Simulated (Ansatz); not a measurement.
System: zincblende ZnS, space group F-43m, 2 atoms in the primitive cell, in a cell relaxed beforehand; cubic a = 5.389 Å. Here all lengths are changed by ±0.5 %, and the atoms are carried along without relaxing. Ansatz; r2SCAN, Ansatz PAW set, no spin polarisation, no spin-orbit coupling, 8×8×8 k mesh, 500 eV cutoff, fixed occupations.

Unstrained, the conduction levels that are followed lie 2.70 eV (Γ), 3.71 eV (X) and 3.82 eV (L) above the valence top at Γ.

How will the band edges respond?

For each 1 % of strain: −138 meV at Γ, +68 meV at X and −59 meV at L. Over dlnV = 3 % that gives deformation potentials of −4.6 eV at Γ, +2.3 eV at X and −2.0 eV at L, against the valence top.

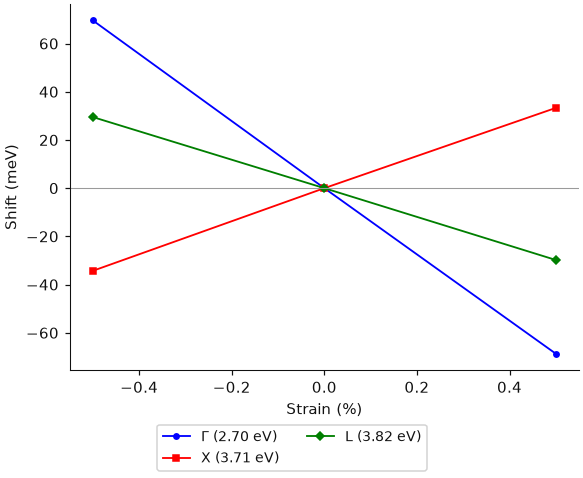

Shifts of the lowest conduction level at the points named, against the centre of the valence top at Γ (unstrained energies in the legend).

The PAW data sets were made with another functional. LDA, GGA and most meta-GGA functionals understate gaps.
